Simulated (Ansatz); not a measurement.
# C: a failed or faulty run and its cure

System: C (Fd-3m, 2 atoms in the cell).
Method of run A: DFT, r2SCAN, plane waves, PAW, no spin polarisation (Ansatz 0.2.0).

The structure derives from an entry of the Crystallography Open Database. Some settings of this run were made unusual or wrong on purpose. Text and figures count atoms from 1; the logs count them from 0 in places.

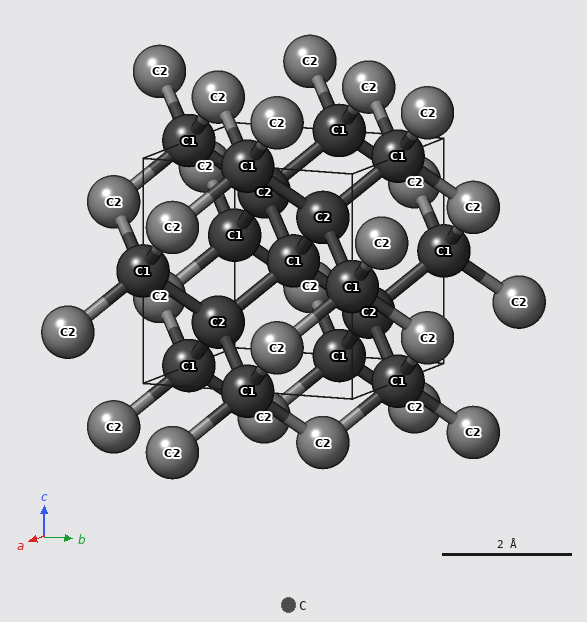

Fig. 1: The structure (ball-and-stick view of the cell 4 times as large as that of the calculation, set on its symmetry axes, seen slightly off an axis; neighbours outside the cell are drawn fainter; atoms are numbered from 1 in the order of the input). Near neighbours in the crystal (not all of them lie inside the picture): C has 4 C at 1.54 Å.

**Input, run A**
```yaml
crystal:
  lattice:
    - [0.0, 1.78338, 1.78338]
    - [1.78338, 0.0, 1.78338]
    - [1.78338, 1.78338, 0.0]
  atoms:
    - { symbol: C, position: [0.5, 0.5, 0.5] }
    - { symbol: C, position: [0.75, 0.75, 0.75] }
hamiltonian:
  xc: r2scan
  pseudopotentials: { kind: paw }
basis:
  ecutwfc: 180
kpoints:
  mp_grid: { grid: [12, 12, 12] }
scf:
  occupations: { method: gaussian, width: 0.1 }
  lower_state_search: "off"
  max_iter: 70
output:
  forces: true
  stress: true
```

Command:
```bash
ansatz run input.yaml --threads 2 --pin off --max-ram 5120MiB --backend cpu --events-out ev --progress --plain --runs-dir out
```

Hardware: 2 threads of Arm Neoverse V2, 24 GiB of memory available, shared host.

**Output, shortened to warnings, some set-up lines, iterations and results (run A)**
```
Warning: basis.ecutwfc = 180 eV is below the records' recommended 500 eV, and the density's cutoff is lower with it unless basis.ecutrho_ratio is high enough to keep the records' density cutoff: compare with a run at a higher cutoff
Basis set: ecut = 180 eV, 59 PW (Γ), exchange–correlation on 48×48×48 points (64 copies of the dense FFT grid, shifted against one another)
Symmetry: 48 space group operations
k-points: 72 of 1728
Initial density: superposition of atomic densities (neutral atoms: chi_scale 0, normalization atom), corrected by the library's trained network
[...]
SCF iter   1: F=-498.205596 eV  HF=-498.162552 eV  |F-HF|=4.30e-2  |Δ(HF+E_count)|=         —  Δρ=9.87e-2  dr2=3.83e-1  dr2_τ=1.61e-1  ethr=1.77e-3  ⟨swp⟩=4.4  Hψ=3568  …
SCF iter   2: F=-498.233584 eV  HF=-498.227750 eV  |F-HF|=5.83e-3  |Δ(HF+E_count)|=   6.52e-2  Δρ=4.72e-2  dr2=7.59e-2  dr2_τ=3.12e-3  ethr=1.77e-3  ⟨swp⟩=2.0  Hψ=1419  …
SCF iter   3: F=-498.237134 eV  HF=-498.236884 eV  |F-HF|=2.51e-4  |Δ(HF+E_count)|=   9.13e-3  Δρ=3.03e-3  dr2=2.80e-4  dr2_τ=4.78e-5  ethr=9.48e-4  ⟨swp⟩=3.0  Hψ=1061  …
SCF iter   4: F=-498.237163 eV  HF=-498.237162 eV  |F-HF|=7.58e-7  |Δ(HF+E_count)|=   2.78e-4  Δρ=2.89e-4  dr2=5.86e-6  dr2_τ=3.73e-7  ethr=3.50e-6  ⟨swp⟩=2.3  Hψ=834  …
SCF iter   5: F=-498.237163 eV  HF=-498.237163 eV  |F-HF|=3.58e-8  |Δ(HF+E_count)|=   1.20e-6  Δρ=3.20e-5  dr2=8.82e-8  dr2_τ=5.36e-9  ethr=7.33e-8  ⟨swp⟩=2.2  Hψ=865  …
SCF iter   6: F=-498.237163 eV  HF=-498.237163 eV  |F-HF|=4.65e-11  |Δ(HF+E_count)|=   2.67e-8  Δρ=2.76e-6  dr2=5.17e-10  dr2_τ=2.03e-11  ethr=1.10e-9  ⟨swp⟩=1.8  Hψ=1839  …
SCF 1 converged in 6 iterations: F = -498.237163 eV  dr2 = 5.17e-10
SCF converged after 6 iterations
Free energy (F): -498.237163 eV
Harris-Foulkes:  -498.237163 eV  (|F-HF|=4.65e-11)
Internal energy: -498.237163 eV  (E = F + TS)
E sigma→0 (E₀):  -498.237163 eV
Fermi energy:    15.979350 eV
--- Per-component energies (eV) ---
  E_band       = 32.728242
  E_kinetic    = 184.447047
  E_local      = -106.192558  (includes V_loc(G=0)·N_el)
  E_nonlocal   = 43.175577
  E_hartree    = 24.412101
  E_xc         = -98.272742
  E_vxc        = -135.961988  (∫ρ·V_xc dr)
  E_paw        = -197.797755  (= ΣΔE_a)
  E_vpaw       = -8.765937  (= ΣTr[D̂ρ^β])
  E_aug_tail   = 0.000127  (compensation charges beyond the density's cutoff)
  E_vtau       = 7.201585  (kinetic-family band-sum trace: ∫τ·v_τ [+ j·A + Jᵃ·Aᵃ] dr)
  E_ewald      = -347.959412
  E_core_change = -0.049547  (= ΣΔE_core)
  E_smearing   = -0.000000  (= −TS)
  E_closure    = -0.000000  (closes the sum)
  Σ components = -498.237163   (vs F -498.237163, Δ=0.00e0)
--- Forces (eV/Å), atoms counted from 1 ---
  atom   1  C      0.00000000    -0.00000000    -0.00000000
  atom   2  C     -0.00000000     0.00000000     0.00000000
  max |Σ_I F_I| component: 1.48e-16 eV/Å
--- Stress (GPa, compression-positive) ---
       38.770271       0.000000      -0.000000
       -0.000000      38.770271       0.000000
        0.000000       0.000000      38.770271
  P = ⅓ Tr σ = 38.7703 GPa (387.703 kbar)
```

> What should be changed in this input?

Some settings of this run were drawn to be unusual or wrong. It converged; results that depend on the unusual settings are not reference values. The program warns: the cutoff is below the recommended one.

A run of the same system that converges differs from this input as follows (lines with − go, lines with + come):
```diff
-  ecutwfc: 180
+  ecutwfc: 500
-  max_iter: 70
```

**Output, shortened to warnings, some set-up lines, iterations and results (run B)**
```
Basis set: ecut = 500 eV, 283 PW (Γ), exchange–correlation on 80×80×80 points (64 copies of the dense FFT grid, shifted against one another)
Symmetry: 48 space group operations
k-points: 72 of 1728
Initial density: superposition of atomic densities (neutral atoms: chi_scale 0, normalization atom), corrected by the library's trained network
[...]
SCF iter   1: F=-503.109364 eV  HF=-503.055282 eV  |F-HF|=5.41e-2  |Δ(HF+E_count)|=         —  Δρ=8.85e-3  dr2=2.39e-3  dr2_τ=3.81e-1  ethr=1.77e-3  ⟨swp⟩=4.7  Hψ=3814  …
SCF iter   2: F=-503.111036 eV  HF=-503.110996 eV  |F-HF|=4.00e-5  |Δ(HF+E_count)|=   5.57e-2  Δρ=5.57e-3  dr2=9.73e-4  dr2_τ=5.75e-5  ethr=2.98e-5  ⟨swp⟩=2.0  Hψ=1728  …
SCF iter   3: F=-503.111052 eV  HF=-503.111022 eV  |F-HF|=2.97e-5  |Δ(HF+E_count)|=   2.59e-5  Δρ=1.86e-3  dr2=1.17e-4  dr2_τ=1.61e-5  ethr=1.22e-5  ⟨swp⟩=2.0  Hψ=823  …
SCF iter   4: F=-503.111058 eV  HF=-503.111056 eV  |F-HF|=1.90e-6  |Δ(HF+E_count)|=   3.35e-5  Δρ=3.81e-4  dr2=4.88e-6  dr2_τ=3.15e-7  ethr=1.46e-6  ⟨swp⟩=1.4  Hψ=645  …
SCF iter   5: F=-503.111058 eV  HF=-503.111058 eV  |F-HF|=1.43e-7  |Δ(HF+E_count)|=   2.03e-6  Δρ=9.08e-5  dr2=2.81e-7  dr2_τ=3.08e-8  ethr=6.10e-8  ⟨swp⟩=1.6  Hψ=694  …
SCF iter   6: F=-503.111058 eV  HF=-503.111058 eV  |F-HF|=7.36e-10  |Δ(HF+E_count)|=   1.68e-7  Δρ=5.13e-6  dr2=8.45e-10  dr2_τ=1.24e-10  ethr=1.25e-9  ⟨swp⟩=4.2  Hψ=1739  …
SCF 1 converged in 6 iterations: F = -503.111058 eV  dr2 = 8.45e-10
SCF converged after 6 iterations
Free energy (F): -503.111058 eV
Harris-Foulkes:  -503.111058 eV  (|F-HF|=7.36e-10)
Internal energy: -503.111058 eV  (E = F + TS)
E sigma→0 (E₀):  -503.111058 eV
Fermi energy:    15.473446 eV
--- Per-component energies (eV) ---
  E_band       = 30.264856
  E_kinetic    = 184.134041
  E_local      = -121.138285  (includes V_loc(G=0)·N_el)
  E_nonlocal   = 52.518934
  E_hartree    = 26.678248
  E_xc         = -95.860279
  E_vxc        = -132.463009  (∫ρ·V_xc dr)
  E_paw        = -201.434766  (= ΣΔE_a)
  E_vpaw       = -13.133585  (= ΣTr[D̂ρ^β])
  E_aug_tail   = 0.000008  (compensation charges beyond the density's cutoff)
  E_vtau       = 6.990305  (kinetic-family band-sum trace: ∫τ·v_τ [+ j·A + Jᵃ·Aᵃ] dr)
  E_ewald      = -347.959412
  E_core_change = -0.049547  (= ΣΔE_core)
  E_smearing   = -0.000000  (= −TS)
  E_closure    = 0.000000  (closes the sum)
  Σ components = -503.111058   (vs F -503.111058, Δ=0.00e0)
--- Forces (eV/Å), atoms counted from 1 ---
  atom   1  C      0.00000000     0.00000000    -0.00000000
  atom   2  C      0.00000000     0.00000000     0.00000000
  max |Σ_I F_I| component: 1.11e-16 eV/Å
--- Stress (GPa, compression-positive) ---
       -2.428409       0.000000      -0.000000
       -0.000000      -2.428409       0.000000
       -0.000000       0.000000      -2.428409
  P = ⅓ Tr σ = -2.4284 GPa (-24.284 kbar)
```

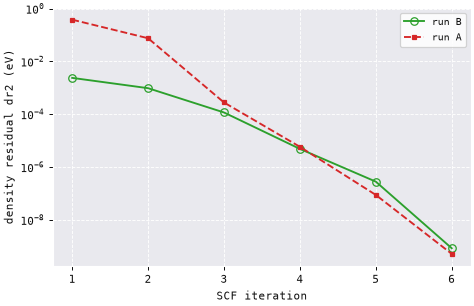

Fig. 2: Convergence of the two runs: density residual dr2 against the SCF iteration. Run B takes 6 iterations in all, and run A takes 6.

**The two runs side by side**

| quantity | run A | run B |
| --- | --- | --- |
| outcome | converged | converged |
| free energy per atom (eV) | −249.1186 | −251.5555 |
| pressure (GPa) | 38.77 | −2.43 |
| largest force (eV/Å) | 0.000 | 0.000 |
| SCF iterations | 6 | 6 |
| irreducible k-points | 72 | 72 |
| plane waves at Γ | 59 | 283 |

The free energy of run B is 2436.9 meV per atom lower, which comes mainly from the change of cutoff or grids; a solver setting shouldn't move a converged energy. The pressure goes from 38.77 to −2.43 GPa. More plane waves can only lower the energy of a fixed Hamiltonian, so the higher cutoff gives the lower value. The number of SCF iterations is the same. The plane waves at Γ go from 59 to 283.
